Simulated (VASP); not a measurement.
# Band edges against the vacuum: BP(110), part 3 of 3

Aim: ionisation energy and electron affinity of BP(110), from a slab and a bulk run lined up through core potentials.

VASP 6.6.1; PBE; plane waves and PAW (B, P).

So far, gap on the k-mesh (eV): step 3 (band edges of the bulk) 1.26.

### 5. Potential and states of the slab

A static run writes the electrostatic potential without exchange and correlation (LVHAR), which is flat in the vacuum and gives the level to count from. The dipole correction cancels the field that unlike faces would set up across the vacuum.

Contents of INCAR:

```
SYSTEM = BP
PREC = Normal
ENCUT = 360
EDIFF = 1E-06
NELM = 120
ISMEAR = 0
SIGMA = 0.03
LREAL = Auto
ALGO = Fast
GGA = PE
NBANDS = 54
LORBIT = 11
LWAVE = .FALSE.
LCHARG = .TRUE.
KPAR = 4
IDIPOL = 3
LDIPOL = .TRUE.
DIPOL = 0.5 0.5 0.5
LVHAR = .TRUE.
LVACPOTAV = .TRUE.
NEDOS = 1500
```

Contents of POSCAR:

```
BP
1.0
    3.2152627814      0.0000000000      0.0000000000
    0.0000000000      4.5470682320      0.0000000000
    0.0000000000      0.0000000000     28.8610511255
B P
9 9
Direct
    0.0000000000      0.0503217989      0.2889233155
    0.5000000000      0.4936988494      0.3321817777
    0.0000000000      0.9937746009      0.3886546647
    0.5000000000      0.4913575040      0.4440975404
    0.0000000000      0.9918257279      0.5000000000
    0.5000000000      0.4913575040      0.5559024596
    0.0000000000      0.9937746009      0.6113453353
    0.5000000000      0.4936988494      0.6678182223
    0.0000000000      0.0503217989      0.7110766845
    0.0000000000      0.7374440551      0.3323859535
    0.5000000000      0.2570657876      0.2721492360
    0.0000000000      0.7414532654      0.4441765165
    0.5000000000      0.2430625975      0.3880063030
    0.0000000000      0.7414532654      0.5558234835
    0.5000000000      0.2418173547      0.5000000000
    0.0000000000      0.7374440551      0.6676140465
    0.5000000000      0.2430625975      0.6119936970
    0.5000000000      0.2570657876      0.7278507640
```

Contents of KPOINTS:

```
Automatic mesh
0
Gamma
7 5 1
0 0 0
```

Contents of KPOINTS_OPT:

```
Line mode
14
Line-mode
Reciprocal
  0.00000000   0.00000000   0.00000000 GAMMA
  0.50000000   0.00000000   0.00000000 X

  0.50000000   0.00000000   0.00000000 X
  0.50000000   0.50000000   0.00000000 S

  0.50000000   0.50000000   0.00000000 S
  0.00000000   0.50000000   0.00000000 Y

  0.00000000   0.50000000   0.00000000 Y
  0.00000000   0.00000000   0.00000000 GAMMA

  0.00000000   0.00000000   0.00000000 GAMMA
  0.50000000   0.50000000   0.00000000 S
```

PAW data sets: B and P (PBE family, release 64).

On the command line:

```
mpirun -np 4 vasp_std
```

The program printed:

```text
[... set-up lines as in an earlier step ...]
 entering main loop
       N       E                     dE             d eps       ncg     rms          rms(c)
DAV:   1     0.301381743779E+03    0.30138E+03   -0.23548E+04  1312   0.818E+02
DAV:   2    -0.874529315452E+02   -0.38883E+03   -0.37349E+03  1776   0.194E+02
DAV:   3    -0.117639101859E+03   -0.30186E+02   -0.29736E+02  1576   0.557E+01
DAV:   4    -0.118498036048E+03   -0.85893E+00   -0.85548E+00  1920   0.979E+00
DAV:   5    -0.118521363704E+03   -0.23328E-01   -0.23312E-01  1792   0.157E+00    0.214E+01
RMM:   6    -0.113622536907E+03    0.48988E+01   -0.66678E+00  1349   0.729E+00    0.121E+01
RMM:   7    -0.112925060459E+03    0.69748E+00   -0.62336E+00  1429   0.675E+00    0.248E+00
RMM:   8    -0.112792321032E+03    0.13274E+00   -0.56498E-01  1515   0.271E+00    0.446E-01
RMM:   9    -0.112800925976E+03   -0.86049E-02   -0.93904E-02  1715   0.104E+00    0.229E-01
RMM:  10    -0.112803330434E+03   -0.24045E-02   -0.21381E-02  1934   0.457E-01    0.166E-01
RMM:  11    -0.112804152901E+03   -0.82247E-03   -0.23181E-03  1731   0.163E-01    0.657E-02
RMM:  12    -0.112804431999E+03   -0.27910E-03   -0.84985E-04  1863   0.868E-02    0.337E-02
RMM:  13    -0.112804744504E+03   -0.31250E-03   -0.18981E-04  1736   0.354E-02    0.150E-02
RMM:  14    -0.112804819122E+03   -0.74617E-04   -0.66073E-05  1803   0.193E-02    0.968E-03
RMM:  15    -0.112804937111E+03   -0.11799E-03   -0.12471E-05  1566   0.105E-02    0.623E-03
RMM:  16    -0.112805047244E+03   -0.11013E-03   -0.36706E-05  1695   0.123E-02    0.532E-03
RMM:  17    -0.112805063216E+03   -0.15972E-04   -0.68195E-06  1391   0.611E-03    0.249E-03
RMM:  18    -0.112805082296E+03   -0.19080E-04   -0.22983E-06  1250   0.383E-03    0.175E-03
RMM:  19    -0.112805090904E+03   -0.86080E-05   -0.94801E-07  1169   0.226E-03    0.959E-04
RMM:  20    -0.112805112543E+03   -0.21639E-04   -0.75103E-07  1167   0.174E-03    0.617E-04
RMM:  21    -0.112805121272E+03   -0.87286E-05   -0.36138E-07   816   0.105E-03    0.235E-04
RMM:  22    -0.112805124151E+03   -0.28795E-05   -0.15461E-07   733   0.893E-04    0.915E-05
RMM:  23    -0.112805124770E+03   -0.61852E-06   -0.62979E-08   623   0.787E-04
 -----------------------------------------------------------------------------
|                                                                             |
|           W    W    AA    RRRRR   N    N  II  N    N   GGGG   !!!           |
|           W    W   A  A   R    R  NN   N  II  NN   N  G    G  !!!           |
|           W    W  A    A  R    R  N N  N  II  N N  N  G       !!!           |
|           W WW W  AAAAAA  RRRRR   N  N N  II  N  N N  G  GGG   !            |
|           WW  WW  A    A  R   R   N   NN  II  N   NN  G    G                |
|           W    W  A    A  R    R  N    N  II  N    N   GGGG   !!!           |
|                                                                             |
|     Did not find any points to average over, which means that no vacuum     |
|     field-free region was found. Please increase the size of  your cell     |
|     in the dimension of the dipole correction to obtain accurate            |
|     workfunction values.                                                    |
|                                                                             |
 -----------------------------------------------------------------------------

   1 F= -.11280512E+03 E0= -.11280512E+03  d E =-.203933E-11
 Start KPOINTS_OPT (optional k-point list driver)
k-point batch [1-12\70]
       N       E                     dE             ncg
DAV:   1     0.373273092512E+03   -0.85240E+04     1296
DAV:   2    -0.411954033101E+04   -0.44928E+04     1680
DAV:   3    -0.451240177687E+04   -0.39286E+03     1552
DAV:   4    -0.452533717839E+04   -0.12935E+02     1864
DAV:   5    -0.452565352045E+04   -0.31634E+00     1722
DAV:   6    -0.452566972333E+04   -0.16203E-01     1904
DAV:   7    -0.452567040756E+04   -0.68423E-03     1730
DAV:   8    -0.452567045066E+04   -0.43107E-04     1848
DAV:   9    -0.452567045287E+04   -0.22088E-05     1362
DAV:  10    -0.452567045306E+04   -0.18761E-06     1136
[...]
k-point batch [61-70\70]
       N       E                     dE             ncg
DAV:   1     0.424812557007E+03   -0.15678E+05     1080
DAV:   2    -0.329295223590E+04   -0.37178E+04     1500
DAV:   3    -0.358350831092E+04   -0.29056E+03     1304
DAV:   4    -0.359147013925E+04   -0.79618E+01     1544
DAV:   5    -0.359168242722E+04   -0.21229E+00     1440
DAV:   6    -0.359169297049E+04   -0.10543E-01     1552
DAV:   7    -0.359169342972E+04   -0.45923E-03     1472
DAV:   8    -0.359169345428E+04   -0.24556E-04     1440
DAV:   9    -0.359169345575E+04   -0.14713E-05     1184
DAV:  10    -0.359169345588E+04   -0.13062E-06      960
```

Elapsed: 2.5 min, on 4 MPI ranks of Intel Xeon Platinum 8488C (Sapphire Rapids), shared host; peak memory 1.5 GiB.

From OUTCAR (step 5):

```text
   NELECT =      72.0000    total number of electrons

 E-fermi :   1.0382

 k-point     1 :       0.0000    0.0000    0.0000
  band No.  band energies     occupation
    ...
     32       0.2889      2.00000
     33       0.6251      2.00000
     34       0.6682      2.00000
     35       0.8397      2.00000
     36       0.9065      2.00000
     37       2.5194      0.00000
     38       2.7263      0.00000
     39       2.8058      0.00000
     40       3.2432      0.00000
     41       3.4323      0.00000
    ...

  Total       -2.0778684      1.5617532     -1.0183900      0.0000000      0.0000000      0.0000000
  in kB       -7.8898463      5.9301120     -3.8669149      0.0000000      0.0000000      0.0000000
  external PRESSURE =      -1.9422164 kB  Pullay stress =       0.0000000 kB

 POSITION                                       TOTAL-FORCE (eV/Angst)
 -----------------------------------------------------------------------------------
      0.00000      0.22882      8.33863        -0.000000     -0.007061      0.011413
      1.60763      2.24488      9.58712        -0.000000      0.002016      0.008043
      0.00000      4.51876     11.21698        -0.000000     -0.003395      0.008643
      1.60763      2.23424     12.81712         0.000000      0.008208      0.011334
      0.00000      4.50990     14.43053        -0.000000      0.008112      0.000000
      1.60763      2.23424     16.04393         0.000000      0.008208     -0.011334
      0.00000      4.51876     17.64407         0.000000     -0.003395     -0.008643
      1.60763      2.24488     19.27394        -0.000000      0.002016     -0.008043
      0.00000      0.22882     20.52242        -0.000000     -0.007061     -0.011413
      0.00000      3.35321      9.59301        -0.000000     -0.005461      0.022467
      1.60763      1.16890      7.85451        -0.000000     -0.005999      0.010690
      0.00000      3.37144     12.81940        -0.000000     -0.000523      0.009998
      1.60763      1.10522     11.19827        -0.000000      0.002549      0.006310
      0.00000      3.37144     16.04165        -0.000000     -0.000523     -0.009998
      1.60763      1.09956     14.43053        -0.000000      0.011220      0.000000
      0.00000      3.35321     19.26804        -0.000000     -0.005461     -0.022467
      1.60763      1.10522     17.66278        -0.000000      0.002549     -0.006310
      1.60763      1.16890     21.00654        -0.000000     -0.005999     -0.010690
 -----------------------------------------------------------------------------------
    total drift:                                0.000000     -0.003603      0.000002

  FREE ENERGIE OF THE ION-ELECTRON SYSTEM (eV)
  ---------------------------------------------------
  free  energy   TOTEN  =      -112.8051247695 eV

  energy  without entropy=     -112.8051247695  energy(sigma->0) =     -112.80512477

 vacuum level on the upper side and lower side of the slab         6.404         6.404

[... 9 parts as in an earlier step ...]

[... 9 further parts left out ...]
```

This step gave:

* electronic cycles: 23
* Fermi energy: 1.038 eV
* least gap on mesh and path: 0.3659 eV
* least direct gap on mesh and path: 1.355 eV
* vacuum levels: 6.404, 6.404 eV
* ionisation potentials of the upper and lower face: 5.497, 5.497 eV
* electron affinities of the upper and lower face: 5.132, 5.132 eV

The electronic bands at the labelled points (eV, zero at the valence-band top; v1 is the highest filled band, c1 the lowest empty one):

```csv
point,v4,v3,v2,v1,c1,c2,c3,c4
Γ,-0.28,-0.24,-0.07,0.00,1.61,1.82,1.90,2.34
X,-2.58,-2.35,-1.16,-0.99,0.37,0.42,1.56,1.83
S,-1.91,-1.78,-0.81,-0.64,1.25,1.41,4.06,4.12
Y,-1.76,-1.66,-0.83,-0.76,1.21,1.37,2.35,2.83
Γ,-0.28,-0.24,-0.07,0.00,1.61,1.82,1.90,2.34
S,-1.91,-1.78,-0.81,-0.64,1.25,1.41,4.06,4.12
```

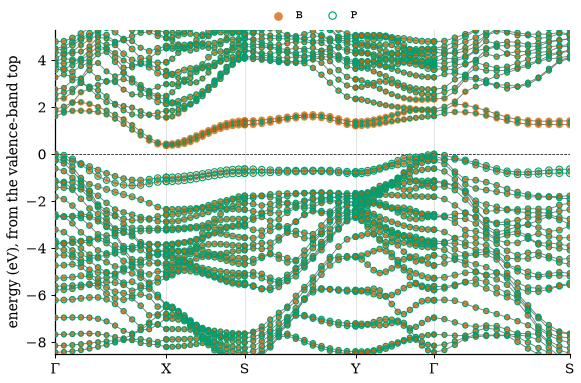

Electronic bands along the path; dots are coloured as in the legend, and their area grows with the weight.

The planar average of the electrostatic potential oscillates, so the rows of the table below give means over windows of 1.65 Å about each position, cut where the curve ends. Its maxima inside the range that stand out by 2 % of the span (Å: eV): 8.8: -3.65, 10.4: -2.46, 12.1: -2.52, 13.6: -2.46, 15.3: -2.46, 16.8: -2.52, 18.4: -2.46, 20.1: -3.65. Its minima: 7.9: -9.95, 9.6: -11.2, 11.2: -11.2, 12.8: -11.2, 14.4: -11.3, 16.1: -11.2, 17.6: -11.2, 19.3: -11.2, 20.9: -9.95.

Zero at the Fermi level. Planar average of the electrostatic potential against height; means over each step:

```csv
height (Å),planar average of the electrostatic potential (eV)
0.82,5.37
2.47,5.37
4.12,5.37
5.77,5.18
7.42,-3.11
9.07,-7.44
10.72,-7.47
12.37,-7.45
14.02,-7.47
15.67,-7.44
17.32,-7.40
18.97,-7.44
20.62,-6.42
22.27,3.47
23.92,5.35
25.57,5.37
27.22,5.37
```

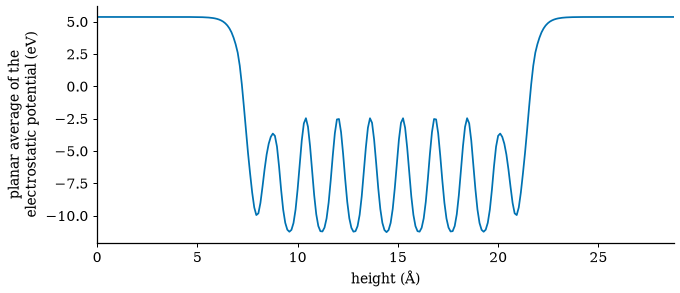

Planar average of the electrostatic potential against height.

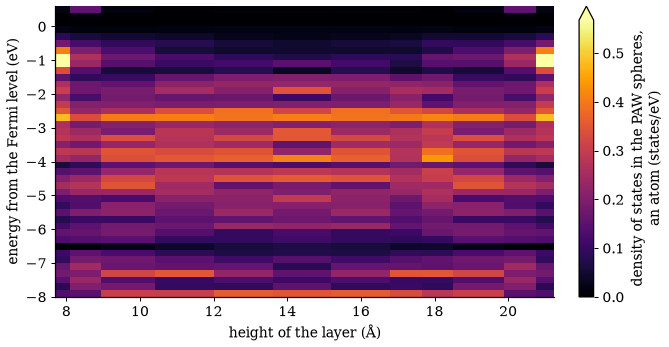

Density of states in the PAW spheres, an atom over height of the layer and energy from the Fermi level.

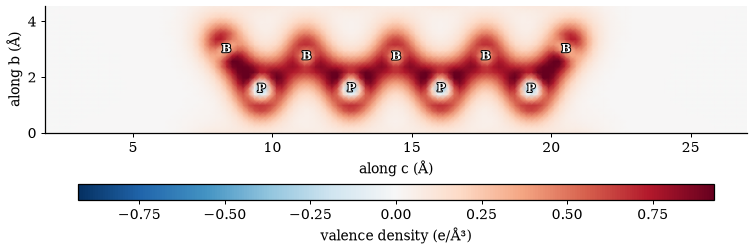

Valence density in the cb plane at fractional x = 0.000, with atoms of B and P within 0.2 Å of it. It is the smooth field of the valence electrons, not physical close to the nuclei. The map starts off the cell's origin, so that atoms lie inside it. The far vacuum is left out of the map.

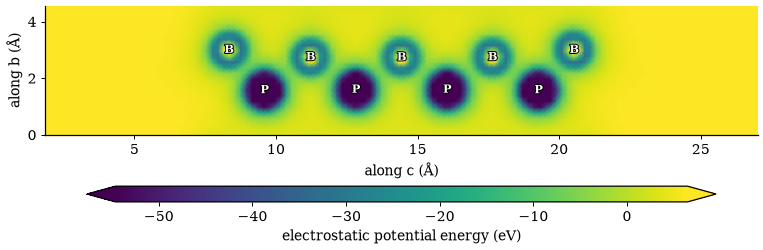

Electrostatic potential energy in the cb plane at fractional x = 0.000, with atoms of B and P within 0.2 Å of it. With pseudopotentials it is smooth inside the atoms' cores, unlike the true potential. The map starts off the cell's origin, so that atoms lie inside it. The far vacuum is left out of the map.

The map of layer states is cut here 0.5 eV above the Fermi level, so it leaves out the states above that.

The vacuum level lies 5.50 eV above the highest filled level at the upper face; both faces agree, as the slab has next to no dipole.

The program found no field-free point at its default tolerance, but its printed level agrees with the flat part of the planar average.

### 6. Lining up bulk and slab

This step: band edges against the vacuum, PBE; plane waves and PAW (VASP 6.6.1).

No new run; the numbers come from the runs before.

This step gave:

* ionisation energy: 5.496 eV
* offset spread: 0.03340 eV
* bulk gap: 1.257 eV
* slab gap: 0.3659 eV
* electron affinity: 4.240 eV
* buckling: 0.4841 Å
* tilt: 27.25 degree
* surface energy, relaxed: 1.950 J/m²

The averaged core potentials of the four middle atoms lie -6.456 eV from those of the bulk run. The bulk valence top (7.363 eV), moved by that offset, is taken from the upper vacuum level (6.404 eV).

### 7. Results

```json
{"ionisation energy": "5.50 eV", "electron affinity": "4.24 eV", "buckling": "0.484 Å", "surface energy, relaxed": "1.95 J/m²"}
```

In words: The bulk valence-band top lies 5.50 eV below the vacuum of BP(110), and the conduction-band bottom 4.24 eV. The top layer buckles by 0.48 Å, a tilt of 27°, with P outermost, as the anion takes the dangling-bond electrons and the cation flattens towards sp². The surface costs 1.95 J/m². The slab's least gap is 0.37 eV, against 1.26 eV in the bulk. Confinement widens it, surface states can narrow it, and the two gaps need not lie at the same wave vector; the faces' own affinities count to the slab's lowest empty state. The offsets of the four middle atoms spread by 0.03 eV; a shift common to all four would not show in it. The bulk edges are read on a mesh, so a band minimum between its points makes the gap too large and the affinity too small. One thickness was run. Semilocal band edges put the valence top too high and the gap too small.

[Lines on the potential files, build, host, timing and source positions are cut from VASP's logs without a mark.]

[Logs are printed without paths, hosts, clocks, repeated set-up lines and the standing remarks that a program may print on its own settings, such as how far it seeks lower states.]

[Hosts, paths, dates, database ids (printed as entryN), source tags and the programs' standing remarks are cut or masked in the printed files.]

[Runs that stopped without an error message from VASP are left out.]
